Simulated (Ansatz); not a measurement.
System: Ga₂O₅, space group Pn-3m (No. 224) (one of a set of cubic test structures, which need not be the stable phase).

One of the inputs:
```
crystal:
  lattice:
    - [5.13849610578, 0.0, 0.0]
    - [0.0, 5.13849610578, 0.0]
    - [0.0, 0.0, 5.13849610578]
  atoms:
    - { symbol: Ga, position: [0, 0, 0] }
    - { symbol: Ga, position: [0.5, 0.5, 0] }
    - { symbol: Ga, position: [0.5, 0, 0.5] }
    - { symbol: Ga, position: [0, 0.5, 0.5] }
    - { symbol: O, position: [0.5, 0, 0] }
    - { symbol: O, position: [0, 0.5, 0] }
    - { symbol: O, position: [0, 0, 0.5] }
    - { symbol: O, position: [0.5, 0.5, 0.5] }
    - { symbol: O, position: [0.75, 0.75, 0.25] }
    - { symbol: O, position: [0.75, 0.25, 0.75] }
    - { symbol: O, position: [0.25, 0.75, 0.75] }
    - { symbol: O, position: [0.75, 0.25, 0.25] }
    - { symbol: O, position: [0.25, 0.75, 0.25] }
    - { symbol: O, position: [0.25, 0.25, 0.75] }
kpoints:
  mp_grid: { grid: [11, 11, 11] }
hamiltonian:
  xc: pbe
  pseudopotentials: { kind: paw, source: ansatz }
scf:
  occupations: { method: fermi_dirac, width: 0.061225619053 }
  convergence: { dr2_threshold: "1e-9 eV" }
  max_iter: 300
output:
  forces: true
  stress: true
```

Run as:
```bash
ansatz run input.yaml --threads 1
```

Calculation (Ansatz 0.2.0 development build): equation of state of a cubic crystal from periodic Kohn-Sham density functional theory without spin, third-order Birch-Murnaghan fit to the free energies; pressure corrected for the finite basis. Level: PBE.

structure type cubic X2O5; atoms in cell 14; space group number 224; lattice centring simple cubic; k mesh 11×11×11; occupation method Fermi–Dirac; occupation width 0.06123 eV; wave cutoff 1020 eV; datasets hand-made PAW; density tolerance 1e−09 eV; bands 86; density cutoff ratio 5; search for lower states default.

What does the calculation give for the energy above the lowest point and pressure against volume? The volume takes the values 9.11, 9.30, 9.50, 9.69, 9.89, 10.08, 10.27 Å³/atom.

A third-order Birch–Murnaghan fit gives V0 = 9.69 Å³/atom, B0 = 148 GPa and B′ = 4.7. The energy above the lowest point is 18.0 meV/atom at volume 9.11 Å³/atom and 14.6 meV/atom at 10.27 Å³/atom; the lowest computed point is at volume 9.69 Å³/atom (0.0 meV/atom). The pressure falls from 10.5 GPa at volume 9.11 Å³/atom to −7.6 GPa at 10.27 Å³/atom, and changes sign near 9.69 Å³/atom.

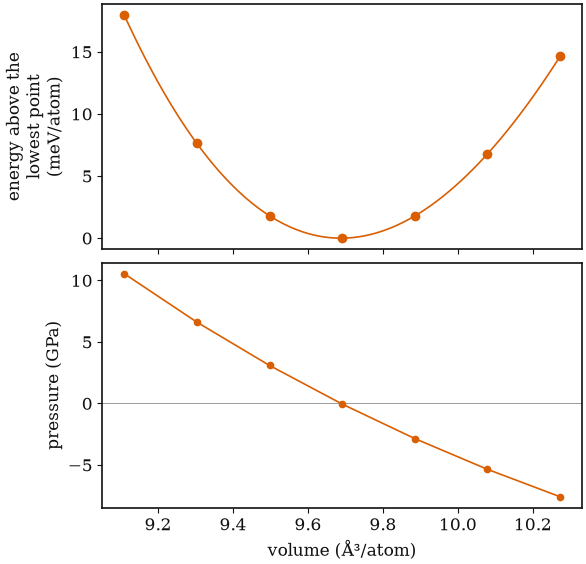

Limits of the calculation: cubic model structure, not the ambient form; modest k-mesh, values are not fully converged in k; no spin polarisation, a magnetic state may lie lower.
